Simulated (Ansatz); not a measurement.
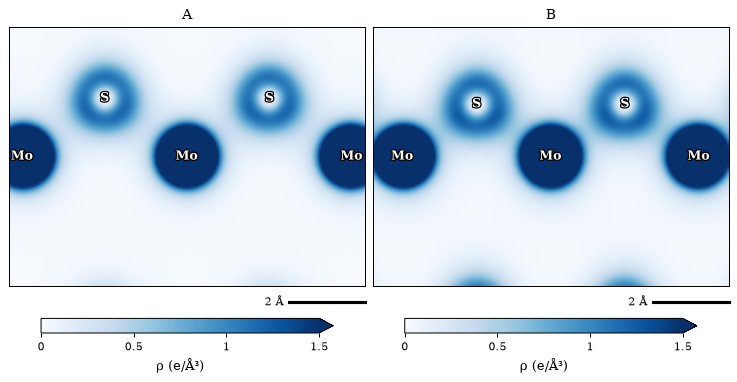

MoS. The valence electron density of two cells that differ in size, on the (101̄) plane of each (indices in the axes of the calculation cell), at one length scale and on one colour scale; one has 21.1 and the other 29.0 Å³ an atom.

Space group F-43m; started from the zinc blende prototype, which need not be the ambient phase; spin-polarised.

All numbers below come from Ansatz, DFT PBE+U, scalar-relativistic, plane waves, PAW.

In a PAW calculation such maps are meaningful between the atoms, not at the nuclei.

The larger cell:

```
Mo S
1.0
     0.00000    3.07164    3.07164
     3.07164    0.00000    3.07164
     3.07164    3.07164    0.00000
Mo S
1 1
Cartesian
  0.0000 0.0000 0.0000
  1.5358 1.5358 1.5358
```

The smaller cell: a = 3.906 Å, b = 3.906 Å, c = 3.906 Å, α = 60.00°, β = 60.00°, γ = 60.00°.

### Which is the denser cell? Describe the effect of the change.

Panel B is the smaller cell, by 27 % in volume. From the larger cell to the smaller, Mo–S goes from 2.66 to 2.39 Å, and the density at its midpoint from 0.36 to 0.58 e/Å³; the pressure goes from −4.2 to 21 GPa; the largest moment (Mo) goes from 3.1 to 2.6 μB.
